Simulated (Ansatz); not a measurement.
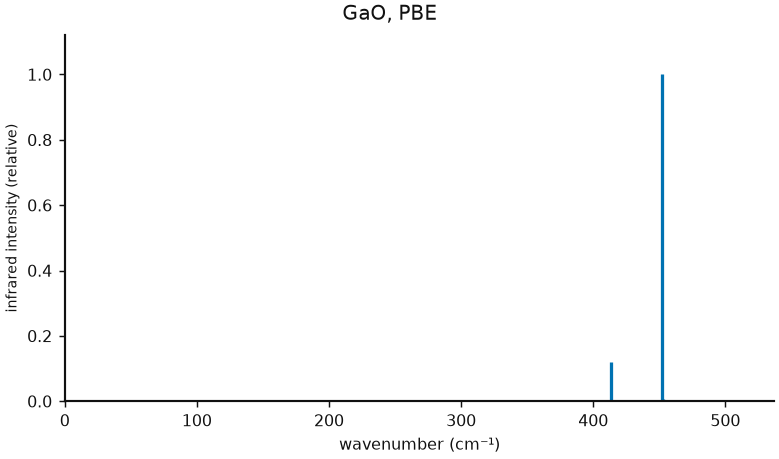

Plotted: infrared spectrum of the zone-centre phonons for GaO, space group P-6m2 (No. 187) (cell built by us, not taken from a database). The spectrum is scaled to its strongest line. These are zero-field (TO) frequencies; inactive modes don't show.

Structure:
```yaml
crystal:
  lattice:
    - [3.10022, 0.00000, 0.00000]
    - [-1.55011, 2.68487, 0.00000]
    - [0.00000, 0.00000, 14.37512]
  atoms:
    - { symbol: Ga, position: [0.33333, 0.66667, 0.41290] }
    - { symbol: Ga, position: [0.33333, 0.66667, 0.58710] }
    - { symbol: Ga, position: [0.00000, 0.00000, 0.08710] }
    - { symbol: Ga, position: [0.00000, 0.00000, 0.91290] }
    - { symbol: O, position: [0.66667, 0.33333, 0.13796] }
    - { symbol: O, position: [0.66667, 0.33333, 0.86204] }
    - { symbol: O, position: [0.00000, 0.00000, 0.36200] }
    - { symbol: O, position: [0.00000, 0.00000, 0.63800] }
```

Computed with Ansatz 0.2.0: infrared-active and silent optical phonons at the zone centre of an insulator with atoms at rest in the given cell, intensity summed over the level, zero macroscopic field, imaginary frequencies are negative, field response on a mesh refined by the program; PAW. Level: PBE, no spin polarisation.

- wave cutoff: 420 eV
- k mesh: 12×12×2
- occupations: fixed
- volume relative to the relaxed cell: 0.98

Which are the strongest infrared lines?

Answer. The strongest infrared line is at 452.2 cm⁻¹, followed by 413.2 (12 % of it).

Caveats: field response not converged on the k mesh; weakly bound, no dispersion correction.
